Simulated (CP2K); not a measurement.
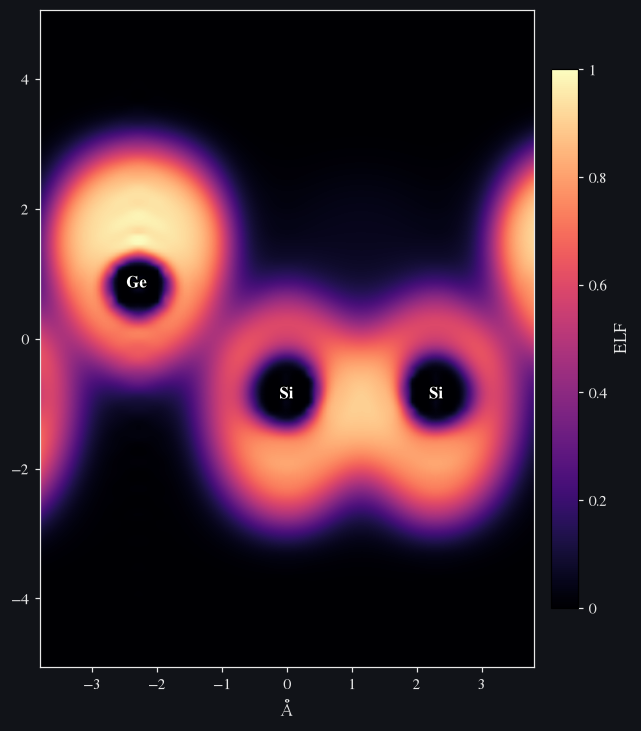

The picture shows: Si2Ge. Electron localisation function on the (110) plane of the calculation cell, a cut from vacuum to vacuum.

Level of theory: Kohn-Sham DFT of a periodic cell, PBE, GTH-PBE with UZH-TZVP basis (CP2K).

Core electrons are replaced by pseudopotentials, and the valence fields are smoothed inside the atomic spheres.

Question: What does the map show?

Answer:
- Atoms in the plane: Si and Ge.
- Si–Si (2.30 Å): the ELF peaks at about 0.90 between the atoms.
- Si–Ge (2.87 Å): the ELF peaks at about 0.75 in the valence shell of Si, 2.1 Å from its nucleus, and drops to about 0.50 between the two atoms.
